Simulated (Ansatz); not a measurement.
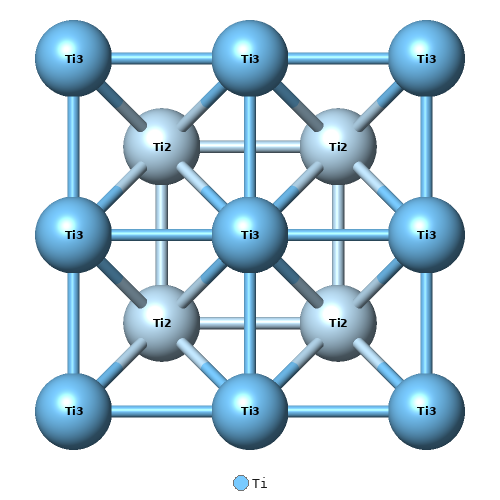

The system is C on a Ti(100) slab cut from the Fm-3m phase, its upper half relaxed before the scan (3 atoms of substrate and one adsorbate in a 1 × 1 cell); the picture shows it without the atoms that are moved over the map. C is moved over the surface cell; relaxed at each place: the height of the adsorbate's atoms; substrate rigid; the origin of the map has the adsorbate above Ti3. Places are given modulo a cell vector. The map is drawn in real space over the plane of the surface. The grid has 6 × 6 points; 10 points were computed and 26 follow by symmetry. All energies are given in eV relative to the lowest grid point. With one adsorbate in each 1 × 1 cell, its nearest image is 2.9 Å away, so neighbouring adsorbates interact. The calculation used Ansatz, DFT PBE, scalar-relativistic, plane waves, PAW. Settings: cutoff 420 eV, k-mesh 9×9×1, gaussian smearing 0.1 eV, no spin polarisation.

Range: position of C4 along the first surface vector from 0.000 to 0.833; position of C4 along the second surface vector from 0.000 to 0.833.

Predict the map.

The lowest grid point is at a fourfold hollow over a second-layer Ti atom, (3/6, 3/6) of the cell vectors. It is the only kind of minimum in the scanned range. The highest grid point, the top site over a surface Ti atom, (0/6, 0/6) of the cell vectors, lies 5.79 eV above the lowest. On the interpolated surface the easiest way out of the lowest well to its copy in the next cell or period passes a barrier of about 3.9 eV. At the lowest point the adsorbate has 5 Ti at 2.07 Å as nearest neighbours, at the highest 1 Ti at 1.94 Å. Its relaxed height above the top atom is 0.20 Å at the lowest and 1.94 Å at the highest point.

```csv
"second ↓, first →",0/6,1/6,2/6,3/6,4/6,5/6
5/6,5.55,5.29,4.41,3.38,4.41,5.29
4/6,4.75,4.41,3.26,1.49,3.26,4.41
3/6,3.88,3.38,1.49,0.00,1.49,3.38
2/6,4.75,4.41,3.26,1.49,3.26,4.41
1/6,5.55,5.29,4.41,3.38,4.41,5.29
0/6,5.79,5.55,4.75,3.88,4.75,5.55
```

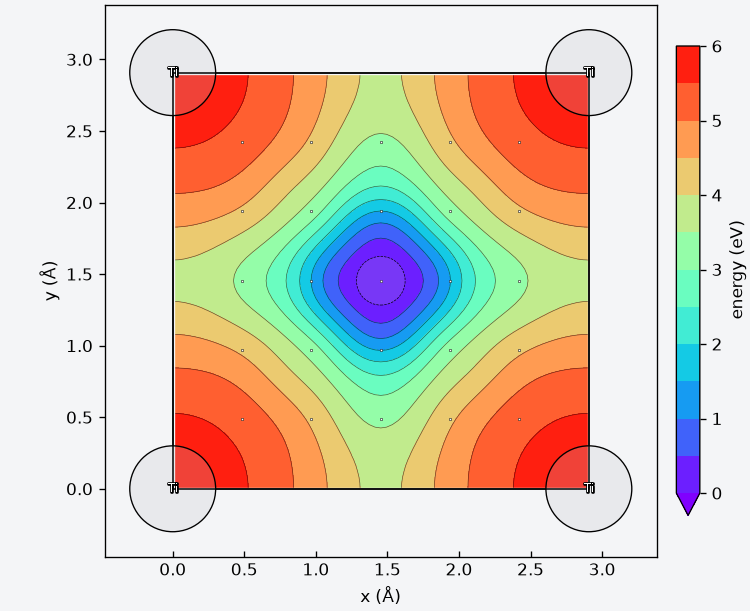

Drawn: filled contours, dots at the grid points, labelled circles for the atoms of the top layer and small ones for the second layer, the outline of one cell of the plane. Between grid points the surface is interpolated.

Each point was launched as `ansatz run input.yaml --threads 1 --pin off --max-ram 3072MiB --backend cpu --events-out ev --progress --plain --runs-dir out`. Time for the 10 points that were run: 11 min on 1 thread of Arm Neoverse V1, on a shared host.

PAW datasets: the set soft_1.
